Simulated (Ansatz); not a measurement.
## Mo₁₆H: single-point calculation (part 2 of 2)

The same run, continued: Mo₁₆H (slab, 17 atoms in the cell); DFT PBE, scalar-relativistic, plane waves, PAW, PAW set soft_1, spin-polarised (Ansatz 0.2.0); cutoff 420 eV, 4×4×1 k-mesh, Gaussian smearing of 0.1 eV, collinear spins. The structure derives from an entry of the Crystallography Open Database.

Geometry of the input (Å; fractional positions):
```
6.3209  0.0000  0.0000
0.0000  6.3209  0.0000
0.0000  0.0000  21.5884
Mo 0.2500  0.2500  0.1853
Mo 0.2500  0.7500  0.1853
Mo 0.7500  0.2500  0.1853
Mo 0.7500  0.7500  0.1853
Mo 0.0000  0.0000  0.2585
Mo 0.0000  0.5000  0.2585
Mo 0.5000  0.0000  0.2585
Mo 0.5000  0.5000  0.2585
Mo 0.2500  0.2500  0.3340
Mo 0.2500  0.7500  0.3340
Mo 0.7500  0.2500  0.3340
Mo 0.7500  0.7500  0.3340
Mo 0.0000  0.0000  0.3978
Mo 0.0000  0.5000  0.3978
Mo 0.5000  0.0000  0.3978
Mo 0.5000  0.5000  0.3978
H  0.1250  0.1250  0.4451
```

### Output, continued
```
--- Forces (eV/Å), atoms counted from 1 ---
  atom   1  Mo     0.00374935     0.00374935     1.83166331
  atom   2  Mo    -0.02567479    -0.00075099     1.71437831
  atom   3  Mo    -0.00075099    -0.02567479     1.71437831
  atom   4  Mo    -0.03640646    -0.03640646     1.76122622
  atom   5  Mo     0.04720667     0.04720667    -1.81120666
  atom   6  Mo     0.02101050     0.00718891    -1.76253948
  atom   7  Mo     0.00718891     0.02101050    -1.76253948
  atom   8  Mo     0.12041373     0.12041373    -1.75052408
  atom   9  Mo     0.22736328     0.22736328    -0.28643919
  atom  10  Mo     0.10651526    -0.01091374     0.01437666
  atom  11  Mo    -0.01091374     0.10651526     0.01437666
  atom  12  Mo    -0.76984612    -0.76984612    -0.26224620
  atom  13  Mo    -2.05590033    -2.05590033    -2.20330047
  atom  14  Mo    -0.09771856    -0.09020733    -0.04146299
  atom  15  Mo    -0.09020733    -0.09771856    -0.04146299
  atom  16  Mo     0.08855958     0.08855958    -0.09570210
  atom  17  H      2.46541360     2.46541360     2.96701037
  max |Σ_I F_I| component: 1.38e-5 eV/Å
--- Band table (eV; the first three rows and the last of 14) ---
  k-point 0 ↑: bands = ["-57.5792", "-57.4312", "-57.4234", "-57.4171", "-57.3999", "-57.3929", "-57.3832", "-57.3734", "-57.1915", "-57.1664", "-57.1601", "-57.1463", "-57.1369", "-57.1306", "-57.0845", "-56.9515", "-32.1762", "-32.1664", "-32.1570", "-32.1503", "-32.1118", "-32.0841", "-31.8055", "-31.7740", "-31.7652", "-31.7254", "-31.7195", "-31.6995", "-31.6644", "-31.6464", "-31.6254", "-31.6240", "-31.5251", "-31.5009", "-31.4360", "-31.4300", "-31.4039", "-31.3900", "-31.3811", "-31.3785", "-31.3244", "-31.3063", "-31.2592", "-31.1683", "-31.1479", "-31.1268", "-31.1261", "-31.0912", "-31.0896", "-31.0822", "-31.0784", "-31.0670", "-31.0424", "-30.9965", "-30.9836", "-30.9795", "-30.9363", "-30.9227", "-30.8844", "-30.8596", "-30.8509", "-30.8455", "-30.8088", "-30.7543", "-2.7864", "-1.7247", "-1.3634", "-1.1799", "-1.1083", "-1.0408", "-1.0194", "-0.9516", "-0.7459", "-0.6722", "-0.2596", "0.2082", "0.3281", "0.3561", "0.4633", "0.4706", "0.5144", "0.5542", "0.6146", "0.7740", "0.7959", "0.9140", "0.9295", "1.0683", "1.1467", "1.2384", "1.2940", "1.4041", "1.4247", "1.4660", "1.8690", "2.3908", "2.4437", "2.4532", "2.4763", "2.5185", "2.5631", "2.6396", "2.7078", "2.7432", "2.7479", "3.0592", "3.0725", "3.1524", "3.1578", "3.1633", "3.2497", "3.4198", "3.8442", "3.8983", "3.9812", "4.2104", "4.3434", "4.3871", "4.4355", "4.5325", "4.6670", "4.6877", "4.8050", "4.9168", "4.9915", "5.0571", "5.0612", "5.0748", "5.4724", "5.5470", "5.5881", "5.6307", "5.7257", "5.7408", "5.8182", "5.9044"]
  k-point 1 ↑: bands = ["-57.5637", "-57.4655", "-57.4218", "-57.4134", "-57.3979", "-57.3933", "-57.3767", "-57.3730", "-57.1891", "-57.1633", "-57.1617", "-57.1488", "-57.1322", "-57.1259", "-57.0899", "-56.9524", "-32.1443", "-32.1367", "-32.1185", "-32.1115", "-32.0713", "-32.0429", "-31.8822", "-31.8253", "-31.8002", "-31.7713", "-31.7526", "-31.7328", "-31.6751", "-31.6504", "-31.6097", "-31.5967", "-31.5223", "-31.5106", "-31.4793", "-31.4458", "-31.4178", "-31.3988", "-31.3820", "-31.3492", "-31.3258", "-31.2724", "-31.2012", "-31.1842", "-31.1644", "-31.1513", "-31.1004", "-31.0935", "-31.0787", "-31.0743", "-31.0633", "-31.0512", "-31.0494", "-31.0134", "-30.9905", "-30.9521", "-30.9288", "-30.8960", "-30.8895", "-30.8695", "-30.8556", "-30.8496", "-30.8314", "-30.7671", "-2.5024", "-1.6433", "-1.1927", "-1.1526", "-0.8921", "-0.8334", "-0.7661", "-0.7344", "-0.6045", "-0.5024", "-0.2635", "0.0583", "0.1885", "0.2565", "0.3880", "0.4514", "0.4790", "0.5723", "0.6880", "0.8234", "0.8575", "0.8897", "0.9295", "0.9819", "1.0287", "1.0982", "1.1695", "1.3443", "1.4986", "1.6963", "1.9432", "2.0692", "2.1539", "2.2292", "2.2683", "2.3957", "2.6768", "2.7571", "2.8242", "2.8884", "2.9206", "2.9560", "2.9848", "3.1295", "3.2016", "3.3251", "3.4243", "3.4838", "3.5970", "3.6549", "3.7405", "3.7804", "4.0305", "4.2299", "4.2710", "4.3488", "4.5196", "4.6816", "4.7784", "4.8393", "4.8799", "4.9586", "5.0341", "5.0799", "5.1026", "5.1263", "5.1989", "5.3464", "5.3951", "5.4288", "5.4958", "5.5292"]
  k-point 2 ↑: bands = ["-57.5288", "-57.5125", "-57.4191", "-57.4108", "-57.4003", "-57.3873", "-57.3785", "-57.3726", "-57.1864", "-57.1637", "-57.1559", "-57.1551", "-57.1311", "-57.1125", "-57.1006", "-56.9534", "-32.1154", "-32.1096", "-32.0240", "-32.0149", "-31.9993", "-31.9912", "-31.9482", "-31.9333", "-31.9103", "-31.8931", "-31.7580", "-31.7530", "-31.6471", "-31.6364", "-31.6019", "-31.5891", "-31.5827", "-31.5770", "-31.4001", "-31.3968", "-31.3955", "-31.3902", "-31.3854", "-31.3737", "-31.2842", "-31.2839", "-31.2820", "-31.2464", "-31.1587", "-31.1428", "-31.0953", "-31.0928", "-31.0632", "-31.0544", "-31.0242", "-31.0161", "-31.0122", "-31.0057", "-30.9737", "-30.9523", "-30.9294", "-30.9221", "-30.9136", "-30.8850", "-30.8590", "-30.8458", "-30.8435", "-30.7764", "-1.9780", "-1.6408", "-1.4034", "-0.8550", "-0.8411", "-0.3874", "-0.3292", "-0.3137", "-0.2063", "-0.1955", "-0.1046", "-0.0633", "-0.0267", "0.0049", "0.0533", "0.1423", "0.1721", "0.2238", "0.3326", "0.6218", "0.8122", "0.8186", "1.0043", "1.3180", "1.3660", "1.5311", "1.5415", "1.6121", "1.6177", "1.6223", "1.6285", "1.6561", "1.8286", "2.2885", "2.4851", "2.5350", "2.5811", "2.6078", "2.6549", "2.7703", "2.8438", "2.9277", "2.9716", "3.0260", "3.0495", "3.0921", "3.1868", "3.1987", "3.2749", "3.2774", "3.5660", "4.0650", "4.1070", "4.1143", "4.2231", "4.2309", "4.3308", "4.3587", "4.4842", "4.6672", "4.8343", "4.8822", "4.8893", "4.9546", "4.9584", "5.0165", "5.1513", "5.2053", "5.2525", "5.2791", "5.3147", "5.3613"]
  k-point 6 ↓: bands = ["-57.4983", "-57.4798", "-57.4683", "-57.4627", "-57.3948", "-57.3801", "-57.3691", "-57.3623", "-57.1859", "-57.1632", "-57.1553", "-57.1553", "-57.1182", "-57.1122", "-57.1095", "-56.9535", "-31.9916", "-31.9819", "-31.9642", "-31.9608", "-31.9537", "-31.9376", "-31.9363", "-31.9221", "-31.9093", "-31.8829", "-31.8745", "-31.8691", "-31.6689", "-31.6642", "-31.6526", "-31.6501", "-31.5879", "-31.5872", "-31.5749", "-31.5623", "-31.4007", "-31.3919", "-31.3779", "-31.3759", "-31.2286", "-31.2231", "-31.2114", "-31.2076", "-31.1295", "-31.1112", "-31.1074", "-31.0752", "-31.0657", "-31.0567", "-31.0491", "-31.0401", "-31.0189", "-31.0146", "-31.0069", "-31.0050", "-30.9220", "-30.9141", "-30.8906", "-30.8791", "-30.8476", "-30.8321", "-30.8293", "-30.7601", "-1.7223", "-0.7755", "-0.7680", "-0.7588", "-0.5811", "0.1417", "0.1688", "0.1723", "0.2148", "0.2847", "0.2851", "0.2905", "0.3067", "0.3845", "0.3895", "0.3962", "0.3984", "0.4571", "0.4596", "0.4770", "0.7287", "0.9096", "0.9109", "0.9203", "0.9261", "1.0784", "1.0881", "1.0969", "1.1007", "1.2854", "1.3063", "1.3091", "1.6862", "1.8035", "1.8104", "1.8186", "1.8893", "2.0633", "2.0828", "2.0872", "2.3154", "2.8148", "2.8169", "2.8177", "2.8966", "3.1083", "3.1502", "3.1862", "3.2651", "3.2837", "3.2923", "3.2966", "3.5739", "3.9089", "3.9215", "3.9360", "4.2600", "4.3759", "4.3960", "4.4030", "4.6471", "4.6812", "4.6884", "4.6944", "5.2215", "5.2960", "5.3014", "5.3044", "5.3067", "5.4243", "5.4329", "5.4420"]
--- Löwdin populations: 17 sites ---
  site symbol       q [e]    m [muB]
     0     Mo     14.0034     0.0001
     1     Mo     14.0142     0.0001
     2     Mo     14.0142     0.0001
     3     Mo     13.9984     0.0000
     4     Mo     13.8486    -0.0000
     5     Mo     13.8317    -0.0000
     6     Mo     13.8317    -0.0000
     7     Mo     13.8245    -0.0000
     8     Mo     13.8393     0.0000
     9     Mo     13.8781     0.0000
    10     Mo     13.8781     0.0000
    11     Mo     13.9014     0.0000
    12     Mo     14.0077    -0.0000
    13     Mo     13.9613    -0.0000
    14     Mo     13.9613    -0.0000
    15     Mo     13.9874    -0.0000
    16      H      1.1182     0.0000
  spilling = 0.004891 (of n_electrons = 225.000000)
```

### File populations.tsv
```
# site	symbol	l	j	q_up	q_dn
# orbitals = lowdin
# n_electrons = 225.000000
# spilling = 0.004891
0	Mo	0_4S	-	0.980837	0.980837
0	Mo	0_5S	-	0.396519	0.396514
0	Mo	1_4P	-	2.990305	2.990305
0	Mo	2_4D	-	2.634082	2.634021
1	Mo	0_4S	-	0.980848	0.980848
1	Mo	0_5S	-	0.400643	0.400639
1	Mo	1_4P	-	2.990293	2.990293
1	Mo	2_4D	-	2.635350	2.635302
2	Mo	0_4S	-	0.980848	0.980848
2	Mo	0_5S	-	0.400643	0.400639
2	Mo	1_4P	-	2.990293	2.990293
2	Mo	2_4D	-	2.635350	2.635302
3	Mo	0_4S	-	0.980802	0.980802
3	Mo	0_5S	-	0.398282	0.398280
3	Mo	1_4P	-	2.990289	2.990289
3	Mo	2_4D	-	2.629854	2.629824
4	Mo	0_4S	-	0.967061	0.967060
4	Mo	0_5S	-	0.374889	0.374890
4	Mo	1_4P	-	2.993303	2.993303
4	Mo	2_4D	-	2.589031	2.589047
5	Mo	0_4S	-	0.967166	0.967166
5	Mo	0_5S	-	0.373143	0.373144
5	Mo	1_4P	-	2.993534	2.993533
5	Mo	2_4D	-	2.581978	2.581994
6	Mo	0_4S	-	0.967166	0.967166
6	Mo	0_5S	-	0.373143	0.373144
6	Mo	1_4P	-	2.993534	2.993533
6	Mo	2_4D	-	2.581978	2.581994
7	Mo	0_4S	-	0.967202	0.967202
7	Mo	0_5S	-	0.372731	0.372732
7	Mo	1_4P	-	2.993681	2.993681
7	Mo	2_4D	-	2.578631	2.578647
8	Mo	0_4S	-	0.963800	0.963800
8	Mo	0_5S	-	0.369299	0.369299
8	Mo	1_4P	-	2.991209	2.991209
8	Mo	2_4D	-	2.595349	2.595340
9	Mo	0_4S	-	0.963783	0.963783
9	Mo	0_5S	-	0.377937	0.377936
9	Mo	1_4P	-	2.991256	2.991256
9	Mo	2_4D	-	2.606060	2.606050
10	Mo	0_4S	-	0.963783	0.963783
10	Mo	0_5S	-	0.377937	0.377936
10	Mo	1_4P	-	2.991256	2.991256
10	Mo	2_4D	-	2.606060	2.606050
11	Mo	0_4S	-	0.963132	0.963132
11	Mo	0_5S	-	0.377301	0.377300
11	Mo	1_4P	-	2.990037	2.990037
11	Mo	2_4D	-	2.620254	2.620243
12	Mo	0_4S	-	0.965701	0.965701
12	Mo	0_5S	-	0.362207	0.362209
12	Mo	1_4P	-	2.983975	2.983975
12	Mo	2_4D	-	2.691953	2.691974
13	Mo	0_4S	-	0.976877	0.976877
13	Mo	0_5S	-	0.372174	0.372175
13	Mo	1_4P	-	2.988343	2.988343
13	Mo	2_4D	-	2.643231	2.643252
14	Mo	0_4S	-	0.976877	0.976877
14	Mo	0_5S	-	0.372174	0.372175
14	Mo	1_4P	-	2.988343	2.988343
14	Mo	2_4D	-	2.643231	2.643252
15	Mo	0_4S	-	0.976857	0.976857
15	Mo	0_5S	-	0.383235	0.383236
15	Mo	1_4P	-	2.987950	2.987950
15	Mo	2_4D	-	2.645671	2.645691
16	H	0_1S	-	0.559116	0.559115
```

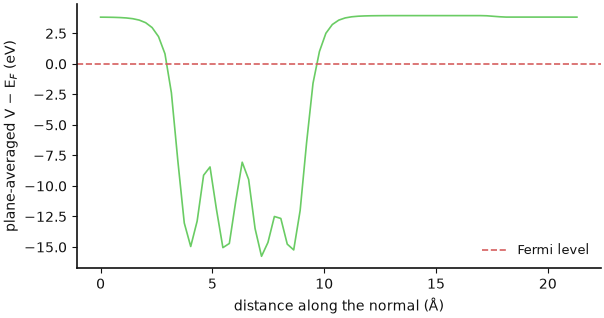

Plane average of the electrostatic potential energy of an electron across the cell, from the Fermi level. The vacuum level lies 3.95 eV above the Fermi level on the upper side and 3.83 eV on the lower.

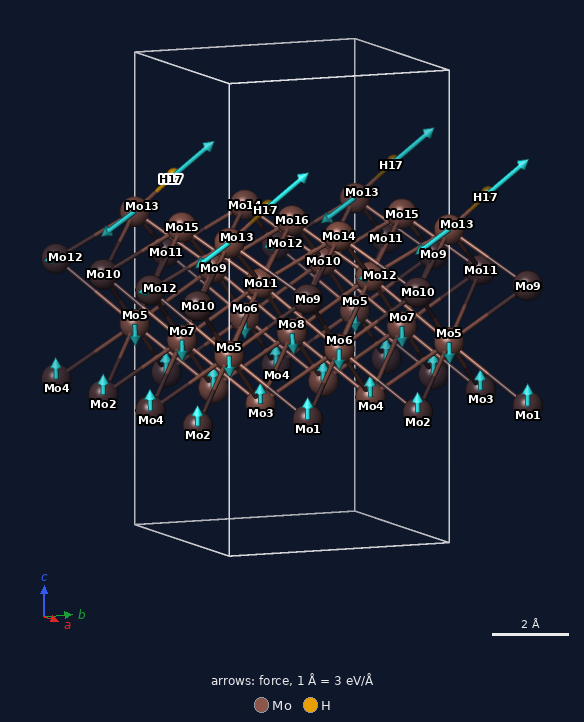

Forces on the atoms as teal arrows (ball-and-stick view of the cell of the calculation, with the vacuum cut short, seen slightly off an axis; neighbours outside the cell are drawn fainter; atoms are numbered from 1 in the order of the input); the smallest are left out. The largest act on H17 (4.58 eV/Å); Mo13 (3.65 eV/Å); Mo1 (1.83 eV/Å); Mo5 (1.81 eV/Å), among others. The geometry is not a stationary point of this energy.

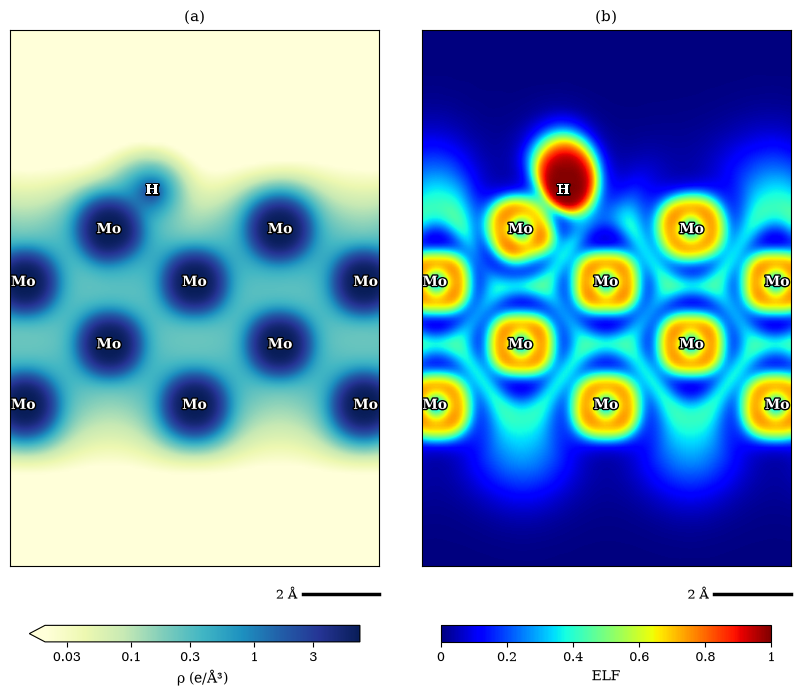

(a) valence charge density (pseudo); (b) ELF on the (11̄0) plane of the calculation cell, a cut from vacuum to vacuum. The section cuts through Mo and H sites. Mo–H (1.51 Å): ρ at the midpoint is about 2.3 e/Å³, with its minimum of 1.2 e/Å³ about 1.1 Å from Mo; the ELF climbs to about 1 towards the hydrogen, as it does in any bond to H. Mo–Mo (2.63 Å): ρ is about 0.47 e/Å³ halfway; the ELF is about 0.35 at the midpoint; no localised pair between them. Mo–Mo (2.74 Å): ρ is about 0.39 e/Å³ halfway; the ELF is about 0.35 at the midpoint (no localised pair between them). The density dies away to nearly zero in the vacuum. The strong features right at Mo lie inside the PAW spheres (semicore, d or f shells) and say nothing about bonding. In a PAW calculation such maps are meaningful between the atoms, not at the nuclei.

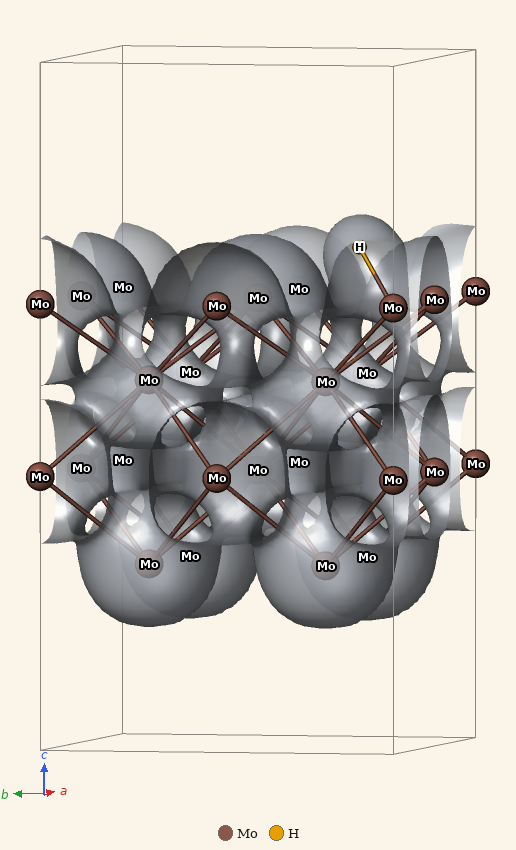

Isosurface of the valence electron density at 0.3 e/Å³ (grey), seen at an oblique angle. Sticks mark near contacts. At this value the density is joined into sheets; it holds about 90 % of the electrons treated as valence (semicore included). On the grid the lowest density along these lines, outside the cores, is 1.2 e/Å³ (Mo–H, 1.51 Å), 0.47 e/Å³ (Mo–Mo, 2.63 Å) and 0.39 e/Å³ (Mo–Mo, 2.74 Å).

### Key numbers

- outcome: converged
- electrons treated: 225
- free energy: −79295.5718 eV
- work function, top face: 3.95 eV
- work function, bottom face: 3.83 eV
- Fermi energy: 3.371 eV
- gap on the k-point mesh: none (metallic)
- net moment of the cell: 0.00 μB
- integrated absolute moment: 0.00 μB
- work function (upper face): 3.95 eV
- largest force (length of the vector): 4.578 eV/Å
- hardware: 8 threads of Arm Neoverse N1, 98 GiB of memory available, shared host
- wall time: 2 min (CPU time 15 min)
- peak memory: 4.4 GiB

### Notes

Warnings of the run: some starting moments were not kept; the exchange-correlation potential is rough where the density is thin.
